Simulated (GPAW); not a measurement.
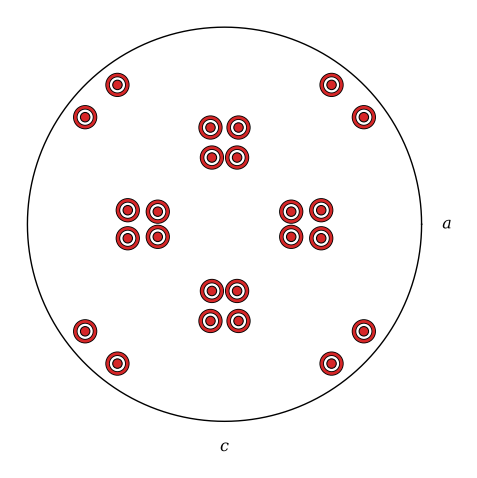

Stereographic projection: filled dots lie in the upper hemisphere, open rings in the lower. The b axis points at the viewer. The poles are all faces of one general form. Computed from the symmetry operations of a computed or model structure of composition CoSi2.

Q: Which point group is this?

A: m-3m (Oh), order 48, cubic system: three fourfold axes, four threefold axes, six twofold axes, nine mirror planes, an inversion centre.

Q: Which physical properties does it allow?

A: It is centrosymmetric, so neither piezoelectric nor pyroelectric; it is not chiral.
